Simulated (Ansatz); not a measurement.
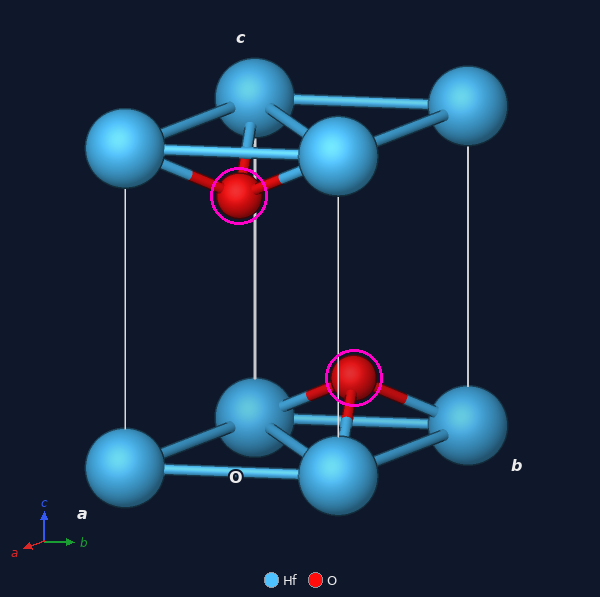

One unit cell; the ringed atoms, with their copies on corners, edges and faces, form one crystallographic orbit. Crystal: HfO₂, the geometry relaxed at fixed volume with Ansatz, DFT PBEsol, scalar-relativistic, plane waves, PAW; the starting structure was generated, so it need not be a known form of this composition. All values are computed from the atomic coordinates in the standard setting (tolerance 0.002 Å).

a = 3.217 Å, b = 3.217 Å, c = 5.009 Å, α = 90.00°, β = 90.00°, γ = 120.00°; space group P-3m1, No. 164.

Which Wyckoff position do the ringed atoms fill?

O on 2d, site symmetry 3m.: 12 operations a cell over 6 that keep the site give 2 atoms, with 1 free parameter.

One of them lies at (1/3, 2/3, 0.193). List the coordinates of all.

(1/3, 2/3, 0.193); (2/3, 1/3, 0.807).
